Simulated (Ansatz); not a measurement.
# Rb7Br: what the fields show

```
Rb Br
1.0
    13.55402    0.00000    0.00000
     0.00000   13.55402    0.00000
     0.00000    0.00000   13.55402
Rb Br
28 4
Direct
  0.50000 0.00000 0.00000
  0.00000 0.50000 0.00000
  0.00000 0.00000 0.50000
  0.50000 0.50000 0.50000
  0.00000 0.25000 0.25000
  0.50000 0.75000 0.25000
  0.50000 0.25000 0.75000
  0.00000 0.75000 0.75000
  0.75000 0.00000 0.25000
  0.25000 0.50000 0.25000
  0.25000 0.00000 0.75000
  0.75000 0.50000 0.75000
  0.50000 0.25000 0.25000
  0.00000 0.75000 0.25000
  0.00000 0.25000 0.75000
  0.50000 0.75000 0.75000
  0.25000 0.00000 0.25000
  0.75000 0.50000 0.25000
  0.75000 0.00000 0.75000
  0.25000 0.50000 0.75000
  0.75000 0.25000 0.00000
  0.25000 0.75000 0.00000
  0.25000 0.25000 0.50000
  0.75000 0.75000 0.50000
  0.25000 0.25000 0.00000
  0.75000 0.75000 0.00000
  0.75000 0.25000 0.50000
  0.25000 0.75000 0.50000
  0.00000 0.00000 0.00000
  0.50000 0.50000 0.00000
  0.50000 0.00000 0.50000
  0.00000 0.50000 0.50000
```

Space group Fm-3m; a structure generated by program, which may or may not match a known phase.

The calculation used Ansatz 0.2.0, DFT PBE, scalar-relativistic, plane waves, PAW.

Core electrons are frozen (PAW), and the valence fields are smoothed inside the atomic spheres.

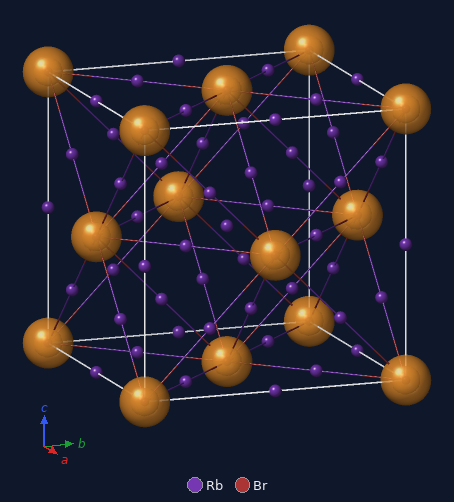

Figure 1. Isosurface of the electron localisation function at 0.8 (orange), seen slightly off an axis. Core shells and regions of very low density are left out. Sticks mark near contacts.

Q: Describe the localisation domains.

A: The surface consists of four regions wrapped around Br (the valence shell of each), counted in one cell of 32 atoms. Any copies at cell faces, edges or corners count once.


Rb–Br (4.79 Å): the ELF is about 0.05 at the midpoint; no localised pair shows between them.

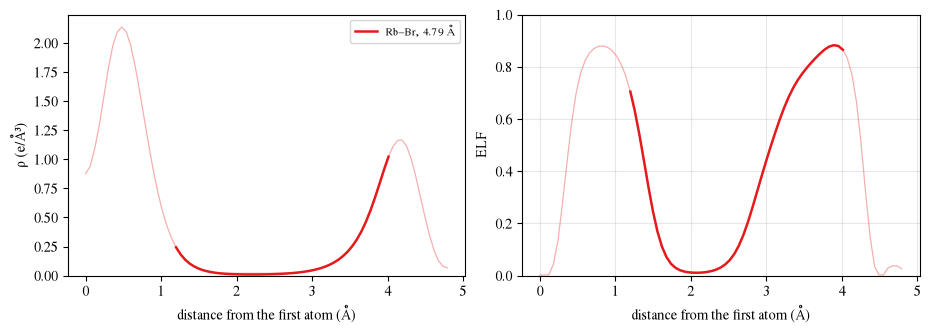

Figure 2. Valence electron density and ELF along straight lines between neighbouring atoms. Thin, pale parts lie inside the atomic spheres.

Q: What can be read from the curves?

A: Rb–Br (4.79 Å): the density is about 0.01 e/Å³ at the midpoint; the ELF is about 0.05 at the midpoint: no shared electron pair shows on this line.

Q: Metal or insulator at this level of theory?

A: It is metallic or semimetallic at this level of theory: no gap opens.
